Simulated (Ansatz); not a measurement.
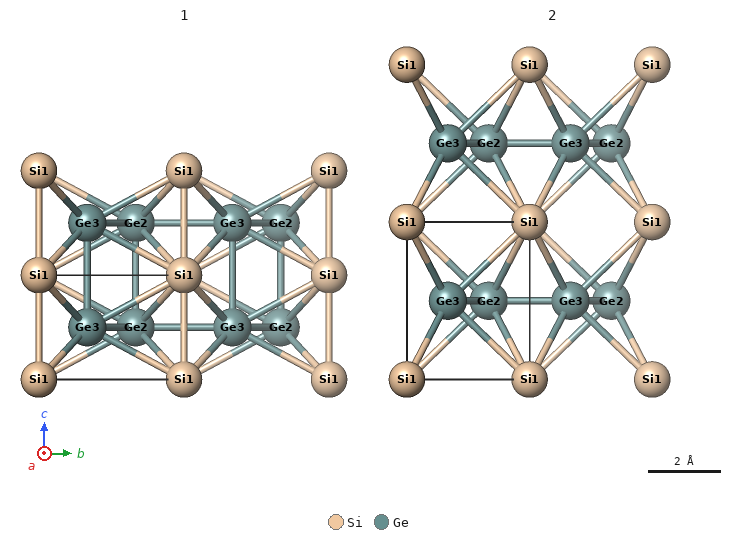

Two geometries of crystalline SiGe2 (a generated structure, set up in P6/mmm) (coarse preliminary run), drawn at one scale. One is the start of a relaxation, the other its converged end. Style: ball-and-stick. Shown: the cell of the calculation, repeated 1 × 2 × 2 with one cell outlined, along the a axis.

These are results of DFT PBE, scalar-relativistic, plane waves, PAW (Ansatz), not measurements. Settings: plane-wave cutoff 420 eV; k-point mesh 6 × 6 × 4; occupations gaussian; smearing width 0.1 eV; no spin polarisation; cell and atoms relaxed; force threshold 0.04 eV/Å; at most 70 steps.

**Which geometry has the lower energy?**

Structure 1 is the relaxed one. Over 11 accepted moves (13 points after the start) the energy falls by 482 meV per atom. All forces vanish by symmetry, so only the cell relaxes. Pressure: 10.04 GPa at the start and 0.01 GPa at the end. At 2 points the geometry stayed and the basis and grid were re-selected for the new cell (energy shift of 13.0 meV per atom at most each time). The atoms keep their places relative to the cell (all moves are under 0.005 Å). Cell: a = b 3.944 → 4.664 Å (+18.3 %), c 4.384 → 2.906 Å (−33.7 %). Volume −7.3 %. Near-neighbour distances that change, for instance: Si1–Si1 4.384 → 2.906 Å, Ge2–Ge2 4.384 → 2.906 Å, Ge2–Ge3 2.277 → 2.693 Å, Si1–Ge2 3.161 → 3.060 Å. The space group stays P6/mmm (No. 191). Cost: 22 s on 1 thread of Arm Neoverse V1, with other jobs on the host, peak memory 0.32 GiB.
